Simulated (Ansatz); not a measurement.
System: TaC, space group Fm-3m (No. 225).

The cell holds 2 atoms.

Method: volume and cell lengths of one structure relaxed by several density functionals; plane waves with PAW datasets, Γ-centred k mesh (Ansatz 0.2.0). All runs: no spin polarisation.

- occupations: Gaussian
- smearing width: 0.1 eV

The space group named is that of the starting cell.

Describe the result: the volume by functional. The cases: PBEsol; PBE; PBE+D3(BJ).

PBEsol gives 10.938 Å³/atom, PBE+D3(BJ) 10.975 Å³/atom and PBE 11.203 Å³/atom.

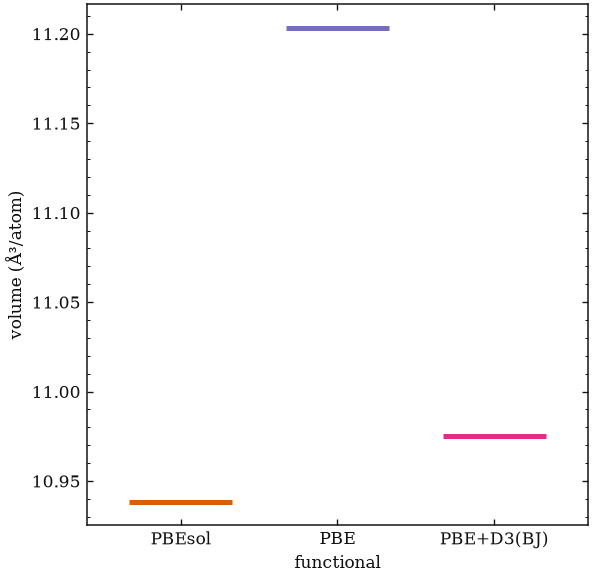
